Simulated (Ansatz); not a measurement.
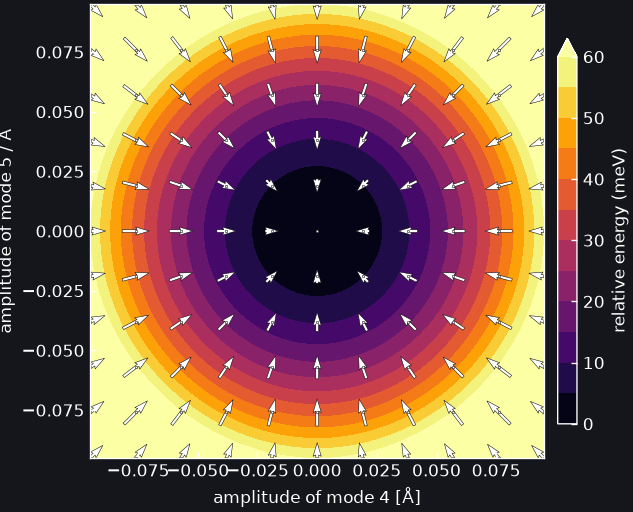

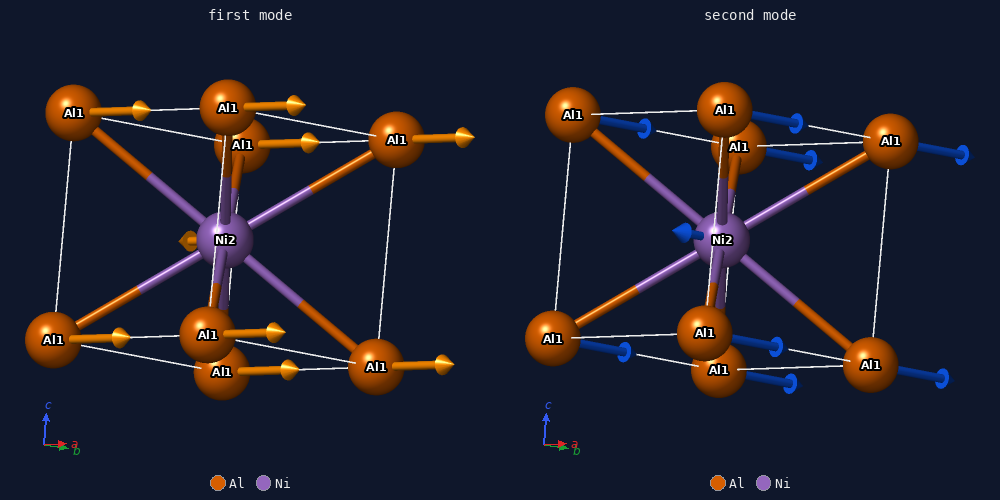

Energy landscape of AlNi (Pm-3m, No. 221; 2 atoms in the cell). The energy is mapped over two normal modes frozen in (zone-centre modes of the 2-atom cell of this scan). Coordinates scanned: (1) amplitude of mode 4 (302 cm⁻¹), largest displacement; (2) amplitude of mode 5 (302 cm⁻¹), largest displacement. Nothing is relaxed (the cell and all other modes fixed). The scan uses an 11 × 11 grid; 21 points were computed and 100 follow by symmetry. Points are written as (first, second). Energies are in meV per cell, from the lowest grid point. The runs have no spin polarisation; a magnetic state may lie lower. Theory: Ansatz 0.2.0, DFT PBEsol, scalar-relativistic, plane waves, PAW. Settings: cutoff 520 eV, k-mesh 16×16×16, gaussian smearing 0.15 eV, no spin polarisation.

In the figure: filled contours, dots at the grid points, arrows along the force (downhill), their lengths compressed, one colour for all values above the top of the scale. Between grid points the surface is interpolated. The second picture is the structure at the lowest point

Q: Summarise what can be read from the map.

A: The lowest grid point is at (0.000 Å, 0.000 Å). No other kind of well shows on this grid. The highest grid point, (−0.095 Å, −0.095 Å), lies 123 meV above the lowest.

The whole map (21 points run) took 12 min on 2 threads of Arm Neoverse N1, on a shared host.

PAW datasets: the set soft_1.
